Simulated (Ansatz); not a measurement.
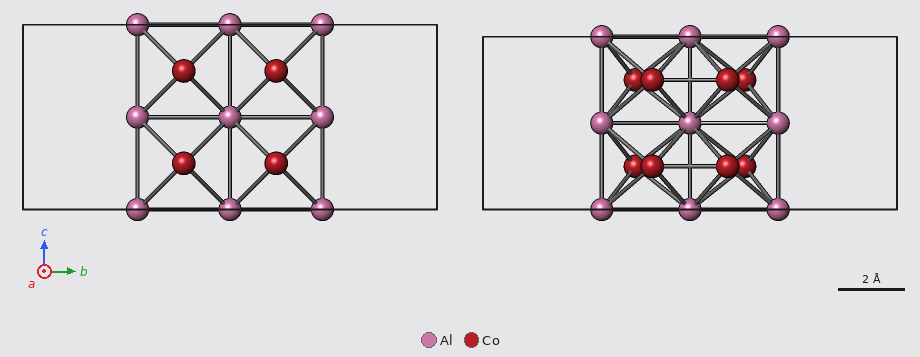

Two geometries of a wire of composition AlCo, drawn at one scale. One is the start of a relaxation, the other its converged end. A ball-and-stick model of the 2 repeat of the cell, with the vacuum cut short, seen along the a axis.

Theory: Ansatz 0.2.0, DFT PBEsol, scalar-relativistic, plane waves, PAW. Settings: plane-wave cutoff 420 eV; k-point mesh 1 × 1 × 19; occupations gaussian; smearing width 0.05 eV; no spin polarisation; cell relaxed at fixed a, b, alpha, beta, gamma; force threshold 0.02 eV/Å; at most 45 steps.

Which of the two is the end point?

Answer. The right one is the relaxed one. Case: wire along [0 0 1], 12 atoms a period. The largest moves relative to the layer's centre, 0.32 Å, are those of Al atoms. By element the largest moves are Al 0.32 Å, Co 0.28 Å. Along the periodic axis the drawn cell goes c 5.645 → 5.280 Å (−6.5 %). Some distances before and after: Co–Co 2.823 → 2.302 Å, Al–Al 2.823 → 2.608 Å, Al–Al 2.823 → 2.640 Å, Al–Al 2.823 → 2.723 Å. New bonds form: Co–Co (2.82 → 2.30 Å). Bond angles that change, for instance: Al–Co–Al 109.5° → 105.9°, Al–Co–Al 70.5° → 67.3°, Al–Co–Al 70.5° → 67.8°. After 8 accepted moves (9 points after the start) the energy has fallen by 1.149 eV per cell of the calculation. Largest force component: 1.3 eV/Å at the start, 0.002 eV/Å at the end. At 1 point the geometry stayed and the basis and grid were re-selected for the new cell (energy shift of 4.0 meV per cell of the calculation at most each time). Cost: 2.8 min on 4 threads of Intel(R) Xeon(R) Platinum 8259CL CPU @ 2.50GHz (Skylake/Cascade Lake), on a shared host, peak memory 1.6 GiB.
